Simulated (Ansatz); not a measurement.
**Ta$_{12}$HN: geometry relaxation (part 1 of 3)**

The run: geometry relaxation of Ta$_{12}$HN (slab, 14 atoms in the cell). Method and program: DFT PBE+D3(BJ), scalar-relativistic, plane waves, PAW, no spin polarisation (Ansatz 0.2.0).

The structure derives from an entry of the Crystallography Open Database. The input holds or restrains some coordinates. Forces given for the steps count only the free coordinates. It belongs to a series of runs on one base structure; here: NH put at a hollow Ta-Ta-Ta site.

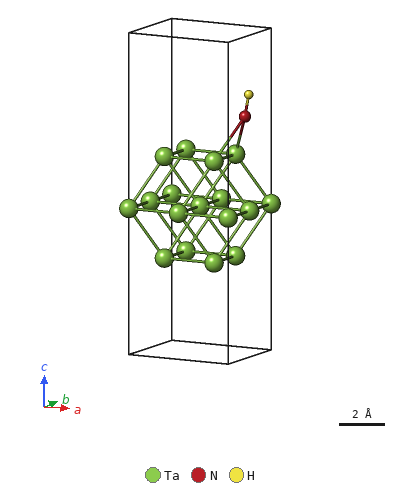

Figure 1. The structure as given in the input (ball-and-stick view of the cell of the calculation, with the vacuum cut short, seen slightly off an axis). An atom can appear more than once, as a periodic image. Near neighbours in the periodic cell (some may lie outside the picture): Ta has 6 Ta at 2.80 to 2.84 Å; Ta has 8 Ta at 2.80 to 2.84 Å; Ta has 1 N at 2.42 to 2.60 Å and 6 Ta at 2.80 to 2.84 Å; N has 1 H at 1.02 Å and 3 Ta at 2.42 to 2.60 Å; H has 1 N at 1.02 Å.

**Input**
```yaml
crystal:
  lattice:
    - [5.6896945747, 0.0, 0.0]
    - [-1.8965648582, 5.3642954889, 0.0]
    - [0.0, 0.0, 24.6456161668]
  atoms:
    - { symbol: Ta, position: [0.25, 0.25, 0.3448889223] }
    - { symbol: Ta, position: [0.25, 0.75, 0.3448889223] }
    - { symbol: Ta, position: [0.75, 0.25, 0.3448889223] }
    - { symbol: Ta, position: [0.75, 0.75, 0.3448889223] }
    - { symbol: Ta, position: [0.5, 0.5, 0.4373086221] }
    - { symbol: Ta, position: [0.5, 0.0, 0.4373086221] }
    - { symbol: Ta, position: [0.0, 0.5, 0.4373086221] }
    - { symbol: Ta, position: [0.0, 0.0, 0.4373086221] }
    - { symbol: Ta, position: [0.75, 0.75, 0.5295310033] }
    - { symbol: Ta, position: [0.75, 0.25, 0.5295310033] }
    - { symbol: Ta, position: [0.25, 0.75, 0.5295310033] }
    - { symbol: Ta, position: [0.25, 0.25, 0.5295310033] }
    - { symbol: "N", position: [0.9166666667, 0.5833333333, 0.6050008145] }
    - { symbol: H, position: [0.9529621965, 0.5873931641, 0.6455759819] }
basis:
  ecutwfc: 420
kpoints:
  mp_grid: { grid: [6, 6, 1] }
hamiltonian:
  xc: pbe
  dispersion: d3bj
scf:
  occupations: { method: gaussian, width: 0.1 }
output:
  forces: true
  eigenvalues: true
  write_density: true
  write_potential: true
  elf: true
  volumetric_format: npy
relax:
  adjacent_minimum: "off"
  f_tol: 0.03
  max_steps: 70
  constraints: [{ sites: [0, 1, 2, 3] }]
efield:
  axis: 3
  dipole_correction: true
  ramp_width: 0.04
```

Launch command:
```bash
ansatz run input.yaml --threads 4 --pin off --max-ram 10240MiB --backend cpu --events-out ev --progress --plain --runs-dir out
```

**Output**
```
Engine: ansatz 0.2.0, x86_64-unknown-linux-gnu
Pseudopotentials: kind: paw
Pseudopotential: Ta, paw, valence charge 13, recommended cutoff 420 eV (normal), Ta.paw.azcp
Pseudopotential: N, paw, valence charge 5, recommended cutoff 420 eV (normal), N.paw.azcp
Pseudopotential: H, paw, valence charge 1, recommended cutoff 420 eV (normal), H.paw.azcp
Functional definition: PBE
  parameter kappa = 0.804
  parameter beta = 0.06672455060314922
  exchange = pbe_x(kappa = kappa, mu = beta*pi^2/3)
  correlation = pbe_c(beta = beta)
Crystal: 14 atoms, lattice volume = 752.214 Å³
Basis set: ecut = 420 eV, 14687 PW (Γ), exchange–correlation on 80×80×360 points (8 copies of the dense FFT grid, shifted against one another)
Bands: 98, of which v1, the nominal top of the filled ones, is band 81 counted from 1 (80 counted from 0)
Symmetry: 1 space group operations
Space group: P1 (ITA 1), of the structure as read, at distance tolerance 9.1e-5 Å
k-points: 20 of 36 (time reversal used)
Non-local potential: Ta, projectors of the file, l = 0: 3, l = 1: 2, l = 2: 2, l = 3: 1
Non-local potential: N, projectors of the file, l = 0: 2, l = 1: 2, l = 2: 1
Non-local potential: H, projectors of the file, l = 0: 2, l = 1: 1
PAW form: soft (Blöchl's): semilocal exchange-correlation on the pseudo side does not see the compensation charge
PAW one-centre angular grid: Ta, 590 points (default); XC on 64 Gauss nodes
PAW one-centre angular grid: N, 110 points (default); XC on 64 Gauss nodes
PAW one-centre angular grid: H, 110 points (default); XC on 64 Gauss nodes
Initial density: superposition of atomic densities (neutral atoms: chi_scale 0, normalization atom), corrected by the library's trained network
Initial wavefunctions: pseudopotential atomic-orbital guess
Functional: x = pbe(κ = 0.804, μ = 0.2195149727645171), c = pbe(β = 0.06672455060314922)
SCF iter   1: F=—  HF=-119583.943946 eV  |F-HF|=—  |Δ(HF+E_count)|=         —  Δρ=4.55e-3  dr2=1.08e0  ethr=1.77e-3  p=0.065 e·Å  D=1.56e-2 V/Å  ΔV_dip=-0.39 eV  dr2_dipole=1.09e-1  V_vac-E_F(+/−)=4.46/4.85 eV  ⟨swp⟩=9.3  Hψ=9747  notcnv=0
efield: sawtooth ramp at fractional position 0.9752 (placed from the atoms, in the widest stretch of the axis that holds none; the zero of the levels goes with the place), width 0.0400; the density the first Hamiltonian is built on has a dipole p = 0.065 e·Å; the dipole correction subtracts the counter field D = 1.56e-2 V/Å, which shifts the + side's vacuum level by -0.39 eV against the − side's; the planar-averaged density in the ramp window peaks in size at 1.3e-5 e/Å³
preconditioner: auto → LDOS  [metal: Δε(μ)=0.018 eV  Ē_g=4.177 eV  σ=0.100 eV  W_gap=0.10  n_scr=108 (ndim 8)  ℏωp=11.0 eV  f_vac=0.616  D(μ)=13.33/eV (n_scr^D=76)  β→1.0]
SCF iter   2: F=—  HF=-119583.881272 eV  |F-HF|=—  |Δ(HF+E_count)|=   6.27e-2  Δρ=2.10e-3  dr2=2.01e-1  ethr=6.64e-4  p=0.076 e·Å  D=1.83e-2 V/Å  ΔV_dip=-0.45 eV  dr2_dipole=3.41e-2  V_vac-E_F(+/−)=4.33/4.78 eV  ⟨swp⟩=2.4  Hψ=2578  notcnv=0  defer=123
SCF iter   3: F=—  HF=-119583.878323 eV  |F-HF|=—  |Δ(HF+E_count)|=   2.95e-3  Δρ=4.59e-4  dr2=3.84e-3  ethr=1.24e-4  p=0.073 e·Å  D=1.76e-2 V/Å  ΔV_dip=-0.43 eV  dr2_dipole=2.04e-5  V_vac-E_F(+/−)=4.37/4.80 eV  ⟨swp⟩=1.9  Hψ=2113  notcnv=0  defer=123
SCF iter   4: F=—  HF=-119583.878911 eV  |F-HF|=—  |Δ(HF+E_count)|=   5.88e-4  Δρ=1.81e-4  dr2=4.56e-4  ethr=2.37e-6  p=0.074 e·Å  D=1.77e-2 V/Å  ΔV_dip=-0.44 eV  dr2_dipole=1.24e-6  V_vac-E_F(+/−)=4.36/4.80 eV  ⟨swp⟩=3.0  Hψ=3211  notcnv=0  defer=98
SCF iter   5: F=—  HF=-119583.878965 eV  |F-HF|=—  |Δ(HF+E_count)|=   5.35e-5  Δρ=5.38e-5  dr2=4.19e-5  ethr=2.81e-7  p=0.075 e·Å  D=1.79e-2 V/Å  ΔV_dip=-0.44 eV  dr2_dipole=5.55e-8  V_vac-E_F(+/−)=4.36/4.80 eV  ⟨swp⟩=2.1  Hψ=3136  notcnv=0  defer=98
SCF iter   6: F=-119583.878982 eV  HF=-119583.878982 eV  |F-HF|=4.20e-7  |Δ(HF+E_count)|=   1.76e-5  Δρ=2.02e-5  dr2=6.26e-6  ethr=1.39e-8  p=0.075 e·Å  D=1.81e-2 V/Å  ΔV_dip=-0.45 eV  dr2_dipole=1.38e-7  V_vac-E_F(+/−)=4.35/4.80 eV  ⟨swp⟩=25.5  Hψ=23066  notcnv=0
SCF 1 converged in 6 iterations: F = -119583.878982 eV  dr2 = 6.26e-6
  greatest PAW one-centre occupation: 1.000 electrons in one spin orbital (limit 2), on the Ta atom at site 3 (counted from 0), in its partial waves of l = 0
relax step   1: F+E_penalty+E_count = -119583.87898197 eV  Δ(F+E_penalty+E_count) = +0.000e0 eV  max|allowed force component| = 5.171e0 eV/Å  Δτ_max = 0.0000 Å  (6 SCF iters, dr2 threshold 2.25e-5 eV, accepted)
Initial density: handed on by an earlier stage of this run
Initial wavefunctions: those handed on with the density
iter 1 solved again at ethr=7.98e-4 eV; its pass at ethr=3.10e-3 eV (dr2=1.29e0 eV) is discarded
SCF iter   1: F=—  HF=-119585.449050 eV  |F-HF|=—  |Δ(HF+E_count)|=         —  Δρ=9.11e-3  dr2=1.36e0  ethr=7.98e-4  p=0.075 e·Å  D=1.81e-2 V/Å  ΔV_dip=-0.45 eV  dr2_dipole=4.56e-2  V_vac-E_F(+/−)=4.34/4.79 eV  ⟨swp⟩=1.9  Hψ=6814  notcnv=0  defer=133
efield: sawtooth ramp at fractional position 0.9752 (handed on by an earlier solve), width 0.0400; the density the first Hamiltonian is built on has a dipole p = 0.075 e·Å; the dipole correction subtracts the counter field D = 1.81e-2 V/Å, which shifts the + side's vacuum level by -0.45 eV against the − side's; the planar-averaged density in the ramp window peaks in size at 3.4e-6 e/Å³
preconditioner: auto → LDOS  [metal: Δε(μ)=0.011 eV  Ē_g=4.245 eV  σ=0.100 eV  W_gap=0.06  n_scr=108 (ndim 8)  ℏωp=11.0 eV  f_vac=0.617  D(μ)=15.96/eV (n_scr^D=94)  β→1.0]
SCF iter   2: F=—  HF=-119585.303235 eV  |F-HF|=—  |Δ(HF+E_count)|=   1.46e-1  Δρ=4.30e-3  dr2=2.43e-1  ethr=7.98e-4  p=0.150 e·Å  D=3.60e-2 V/Å  ΔV_dip=-0.89 eV  dr2_dipole=3.45e-3  V_vac-E_F(+/−)=3.91/4.79 eV  ⟨swp⟩=3.0  Hψ=3598  notcnv=0  defer=133
SCF iter   3: F=—  HF=-119585.265101 eV  |F-HF|=—  |Δ(HF+E_count)|=   3.81e-2  Δρ=1.22e-3  dr2=2.17e-2  ethr=1.50e-4  p=0.126 e·Å  D=3.04e-2 V/Å  ΔV_dip=-0.75 eV  dr2_dipole=1.28e-3  V_vac-E_F(+/−)=4.04/4.79 eV  ⟨swp⟩=2.0  Hψ=3395  notcnv=0  defer=133
SCF iter   4: F=—  HF=-119585.262566 eV  |F-HF|=—  |Δ(HF+E_count)|=   2.54e-3  Δρ=2.51e-4  dr2=1.57e-3  ethr=1.34e-5  p=0.129 e·Å  D=3.10e-2 V/Å  ΔV_dip=-0.76 eV  dr2_dipole=8.27e-5  V_vac-E_F(+/−)=4.02/4.78 eV  ⟨swp⟩=2.1  Hψ=2956  notcnv=0  defer=135
SCF iter   5: F=—  HF=-119585.262770 eV  |F-HF|=—  |Δ(HF+E_count)|=   2.04e-4  Δρ=9.16e-5  dr2=1.63e-4  ethr=9.71e-7  p=0.131 e·Å  D=3.15e-2 V/Å  ΔV_dip=-0.78 eV  dr2_dipole=3.51e-7  V_vac-E_F(+/−)=4.01/4.78 eV  ⟨swp⟩=2.4  Hψ=3039  notcnv=0  defer=135
SCF iter   6: F=-119585.262792 eV  HF=-119585.262789 eV  |F-HF|=2.96e-6  |Δ(HF+E_count)|=   1.97e-5  Δρ=2.72e-5  dr2=1.06e-5  ethr=6.17e-8  p=0.132 e·Å  D=3.17e-2 V/Å  ΔV_dip=-0.78 eV  dr2_dipole=1.25e-6  V_vac-E_F(+/−)=4.00/4.78 eV  ⟨swp⟩=27.4  Hψ=22706  notcnv=0
SCF 2 converged in 6 iterations: F = -119585.262792 eV  dr2 = 1.06e-5
[... from here on the iterations of each SCF are left out, up to the last one ...]
relax step   2: F+E_penalty+E_count = -119585.26279217 eV  Δ(F+E_penalty+E_count) = -1.384e0 eV  max|allowed force component| = 2.222e0 eV/Å  Δτ_max = 0.1946 Å  (6 SCF iters, dr2 threshold 1.00e-4 eV, accepted)
efield: sawtooth ramp at fractional position 0.9752 (handed on by an earlier solve), width 0.0400; the density the first Hamiltonian is built on has a dipole p = 0.132 e·Å; the dipole correction subtracts the counter field D = 3.17e-2 V/Å, which shifts the + side's vacuum level by -0.78 eV against the − side's; the planar-averaged density in the ramp window peaks in size at 6.2e-6 e/Å³
preconditioner: auto → LDOS  [metal: Δε(μ)=0.031 eV  Ē_g=4.345 eV  σ=0.100 eV  W_gap=0.17  n_scr=108 (ndim 8)  ℏωp=11.0 eV  f_vac=0.619  D(μ)=16.12/eV (n_scr^D=94)  β→1.0]
SCF 3 converged in 6 iterations: F = -119585.784957 eV  dr2 = 8.06e-6
relax step   3: F+E_penalty+E_count = -119585.78495660 eV  Δ(F+E_penalty+E_count) = -5.222e-1 eV  max|allowed force component| = 1.270e0 eV/Å  Δτ_max = 0.1948 Å  (6 SCF iters, dr2 threshold 1.00e-4 eV, accepted)
efield: sawtooth ramp at fractional position 0.9752 (handed on by an earlier solve), width 0.0400; the density the first Hamiltonian is built on has a dipole p = 0.171 e·Å; the dipole correction subtracts the counter field D = 4.12e-2 V/Å, which shifts the + side's vacuum level by -1.01 eV against the − side's; the planar-averaged density in the ramp window peaks in size at 2.4e-6 e/Å³
preconditioner: auto → LDOS  [metal: Δε(μ)=0.004 eV  Ē_g=4.405 eV  σ=0.100 eV  W_gap=0.02  n_scr=108 (ndim 8)  ℏωp=11.0 eV  f_vac=0.624  D(μ)=14.43/eV (n_scr^D=80)  β→1.0]
SCF 4 converged in 5 iterations: F = -119585.949643 eV  dr2 = 5.86e-5
relax step   4: F+E_penalty+E_count = -119585.94964327 eV  Δ(F+E_penalty+E_count) = -1.647e-1 eV  max|allowed force component| = 4.956e-1 eV/Å  Δτ_max = 0.1949 Å  (5 SCF iters, dr2 threshold 1.00e-4 eV, accepted)
efield: sawtooth ramp at fractional position 0.9752 (handed on by an earlier solve), width 0.0400; the density the first Hamiltonian is built on has a dipole p = 0.170 e·Å; the dipole correction subtracts the counter field D = 4.10e-2 V/Å, which shifts the + side's vacuum level by -1.01 eV against the − side's; the planar-averaged density in the ramp window peaks in size at 1.3e-6 e/Å³
preconditioner: auto → LDOS  [metal: Δε(μ)=0.031 eV  Ē_g=4.434 eV  σ=0.100 eV  W_gap=0.17  n_scr=108 (ndim 8)  ℏωp=11.0 eV  f_vac=0.624  D(μ)=14.23/eV (n_scr^D=76)  β→1.0]
SCF 5 converged in 5 iterations: F = -119586.015809 eV  dr2 = 2.54e-5
relax step   5: F+E_penalty+E_count = -119586.01580882 eV  Δ(F+E_penalty+E_count) = -6.617e-2 eV  max|allowed force component| = 2.982e-1 eV/Å  Δτ_max = 0.2000 Å  (5 SCF iters, dr2 threshold 3.74e-5 eV, accepted)
efield: sawtooth ramp at fractional position 0.9752 (handed on by an earlier solve), width 0.0400; the density the first Hamiltonian is built on has a dipole p = 0.162 e·Å; the dipole correction subtracts the counter field D = 3.89e-2 V/Å, which shifts the + side's vacuum level by -0.96 eV against the − side's; the planar-averaged density in the ramp window peaks in size at 1.5e-6 e/Å³
preconditioner: auto → LDOS  [metal: Δε(μ)=0.006 eV  Ē_g=4.435 eV  σ=0.100 eV  W_gap=0.03  n_scr=108 (ndim 8)  ℏωp=11.0 eV  f_vac=0.624  D(μ)=14.17/eV (n_scr^D=76)  β→1.0]
SCF 6 converged in 5 iterations: F = -119586.039263 eV  dr2 = 9.09e-6
relax step   6: F+E_penalty+E_count = -119586.03926325 eV  Δ(F+E_penalty+E_count) = -2.345e-2 eV  max|allowed force component| = 1.936e-1 eV/Å  Δτ_max = 0.1126 Å  (5 SCF iters, dr2 threshold 1.35e-5 eV, accepted)
efield: sawtooth ramp at fractional position 0.9752 (handed on by an earlier solve), width 0.0400; the density the first Hamiltonian is built on has a dipole p = 0.155 e·Å; the dipole correction subtracts the counter field D = 3.72e-2 V/Å, which shifts the + side's vacuum level by -0.92 eV against the − side's; the planar-averaged density in the ramp window peaks in size at 1.1e-6 e/Å³
preconditioner: auto → LDOS  [metal: Δε(μ)=0.020 eV  Ē_g=4.425 eV  σ=0.100 eV  W_gap=0.11  n_scr=108 (ndim 8)  ℏωp=11.0 eV  f_vac=0.622  D(μ)=14.48/eV (n_scr^D=80)  β→1.0]
SCF 7 converged in 5 iterations: F = -119586.049437 eV  dr2 = 7.07e-6
relax step   7: F+E_penalty+E_count = -119586.04943698 eV  Δ(F+E_penalty+E_count) = -1.017e-2 eV  max|allowed force component| = 2.852e-1 eV/Å  Δτ_max = 0.1446 Å  (5 SCF iters, dr2 threshold 1.36e-5 eV, accepted)
efield: sawtooth ramp at fractional position 0.9752 (handed on by an earlier solve), width 0.0400; the density the first Hamiltonian is built on has a dipole p = 0.152 e·Å; the dipole correction subtracts the counter field D = 3.67e-2 V/Å, which shifts the + side's vacuum level by -0.90 eV against the − side's; the planar-averaged density in the ramp window peaks in size at 1.7e-6 e/Å³
preconditioner: auto → LDOS  [metal: Δε(μ)=0.032 eV  Ē_g=4.440 eV  σ=0.100 eV  W_gap=0.18  n_scr=108 (ndim 8)  ℏωp=11.0 eV  f_vac=0.623  D(μ)=14.35/eV (n_scr^D=76)  β→1.0]
SCF 8 converged in 5 iterations: F = -119586.059513 eV  dr2 = 5.97e-6
relax step   8: F+E_penalty+E_count = -119586.05951281 eV  Δ(F+E_penalty+E_count) = -1.008e-2 eV  max|allowed force component| = 1.159e-1 eV/Å  Δτ_max = 0.1313 Å  (5 SCF iters, dr2 threshold 3.43e-5 eV, accepted)
efield: sawtooth ramp at fractional position 0.9752 (handed on by an earlier solve), width 0.0400; the density the first Hamiltonian is built on has a dipole p = 0.149 e·Å; the dipole correction subtracts the counter field D = 3.59e-2 V/Å, which shifts the + side's vacuum level by -0.88 eV against the − side's; the planar-averaged density in the ramp window peaks in size at 1.8e-6 e/Å³
preconditioner: auto → LDOS  [metal: Δε(μ)=0.036 eV  Ē_g=4.436 eV  σ=0.100 eV  W_gap=0.20  n_scr=108 (ndim 8)  ℏωp=11.0 eV  f_vac=0.623  D(μ)=14.35/eV (n_scr^D=76)  β→1.0]
SCF 9 converged in 5 iterations: F = -119586.060858 eV  dr2 = 7.93e-7
relax step   9: F+E_penalty+E_count = -119586.06085798 eV  Δ(F+E_penalty+E_count) = -1.345e-3 eV  max|allowed force component| = 1.978e-2 eV/Å  Δτ_max = 0.0528 Å  (5 SCF iters, dr2 threshold 2.22e-6 eV, accepted)
efield: sawtooth ramp at fractional position 0.9752 (handed on by an earlier solve), width 0.0400; the density the first Hamiltonian is built on has a dipole p = 0.149 e·Å; the dipole correction subtracts the counter field D = 3.59e-2 V/Å, which shifts the + side's vacuum level by -0.88 eV against the − side's; the planar-averaged density in the ramp window peaks in size at 1.8e-6 e/Å³
preconditioner: auto → LDOS  [metal: Δε(μ)=0.036 eV  Ē_g=4.436 eV  σ=0.100 eV  W_gap=0.20  n_scr=108 (ndim 8)  ℏωp=11.0 eV  f_vac=0.622  D(μ)=14.32/eV (n_scr^D=76)  β→1.0]
SCF 10 converged in 3 iterations: F = -119586.060858 eV  dr2 = 7.10e-8
relax step  10: F+E_penalty+E_count = -119586.06085816 eV  Δ(F+E_penalty+E_count) = -1.726e-7 eV  max|allowed force component| = 1.975e-2 eV/Å  Δτ_max = 0.0000 Å  (3 SCF iters, accepted)
efield: sawtooth ramp at fractional position 0.9752 (handed on by an earlier solve), width 0.0400; the density the first Hamiltonian is built on has a dipole p = 0.149 e·Å; the dipole correction subtracts the counter field D = 3.59e-2 V/Å, which shifts the + side's vacuum level by -0.88 eV against the − side's; the planar-averaged density in the ramp window peaks in size at 1.8e-6 e/Å³
preconditioner: auto → LDOS  [metal: Δε(μ)=0.040 eV  Ē_g=4.437 eV  σ=0.100 eV  W_gap=0.22  n_scr=108 (ndim 8)  ℏωp=11.0 eV  f_vac=0.622  D(μ)=14.40/eV (n_scr^D=80)  β→1.0]
SCF 11 converged in 7 iterations: F = -119586.061177 eV  dr2 = 1.93e-8
relax step  11: F+E_penalty+E_count = -119586.06117651 eV  Δ(F+E_penalty+E_count) = -3.184e-4 eV  max|allowed force component| = 3.545e-2 eV/Å  Δτ_max = 0.0725 Å  (7 SCF iters, accepted)
efield: sawtooth ramp at fractional position 0.9752 (handed on by an earlier solve), width 0.0400; the density the first Hamiltonian is built on has a dipole p = 0.149 e·Å; the dipole correction subtracts the counter field D = 3.58e-2 V/Å, which shifts the + side's vacuum level by -0.88 eV against the − side's; the planar-averaged density in the ramp window peaks in size at 1.8e-6 e/Å³
preconditioner: auto → LDOS  [metal: Δε(μ)=0.040 eV  Ē_g=4.437 eV  σ=0.100 eV  W_gap=0.22  n_scr=108 (ndim 8)  ℏωp=11.0 eV  f_vac=0.622  D(μ)=14.30/eV (n_scr^D=76)  β→1.0]
SCF 12 converged in 5 iterations: F = -119586.061151 eV  dr2 = 1.05e-7
relax step  12: F+E_penalty+E_count = -119586.06115133 eV  Δ(F+E_penalty+E_count) = +2.518e-5 eV  max|allowed force component| = 2.155e-2 eV/Å  Δτ_max = 0.0168 Å  (5 SCF iters, dr2 threshold 1.25e-6 eV, accepted)
iter 1 solved again at ethr=6.52e-11 eV; its pass at ethr=3.10e-3 eV (dr2=1.06e-7 eV) is discarded
SCF iter   1: F=—  HF=-119586.061143 eV  |F-HF|=—  |Δ(HF+E_count)|=         —  Δρ=2.78e-6  dr2=1.06e-7  ethr=6.52e-11  p=0.149 e·Å  D=3.58e-2 V/Å  ΔV_dip=-0.88 eV  dr2_dipole=6.61e-10  V_vac-E_F(+/−)=3.90/4.78 eV  ⟨swp⟩=1.0  Hψ=4680  notcnv=0
efield: sawtooth ramp at fractional position 0.9752 (handed on by an earlier solve), width 0.0400; the density the first Hamiltonian is built on has a dipole p = 0.149 e·Å; the dipole correction subtracts the counter field D = 3.58e-2 V/Å, which shifts the + side's vacuum level by -0.88 eV against the − side's; the planar-averaged density in the ramp window peaks in size at 1.8e-6 e/Å³
preconditioner: auto → LDOS  [metal: Δε(μ)=0.040 eV  Ē_g=4.437 eV  σ=0.100 eV  W_gap=0.22  n_scr=108 (ndim 8)  ℏωp=11.0 eV  f_vac=0.622  D(μ)=14.31/eV (n_scr^D=76)  β→1.0]
SCF iter   2: F=-119586.061151 eV  HF=-119586.061151 eV  |F-HF|=6.97e-9  |Δ(HF+E_count)|=   7.91e-6  Δρ=1.96e-6  dr2=7.14e-8  ethr=6.17e-11  p=0.149 e·Å  D=3.58e-2 V/Å  ΔV_dip=-0.88 eV  dr2_dipole=2.09e-9  V_vac-E_F(+/−)=3.90/4.78 eV  ⟨swp⟩=10.3  Hψ=15615  notcnv=0
SCF 13 converged in 2 iterations: F = -119586.061151 eV  dr2 = 7.14e-8
relax step  13: F+E_penalty+E_count = -119586.06115134 eV  Δ(F+E_penalty+E_count) = -7.625e-9 eV  max|allowed force component| = 2.153e-2 eV/Å  Δτ_max = 0.0000 Å  (2 SCF iters, accepted)
```
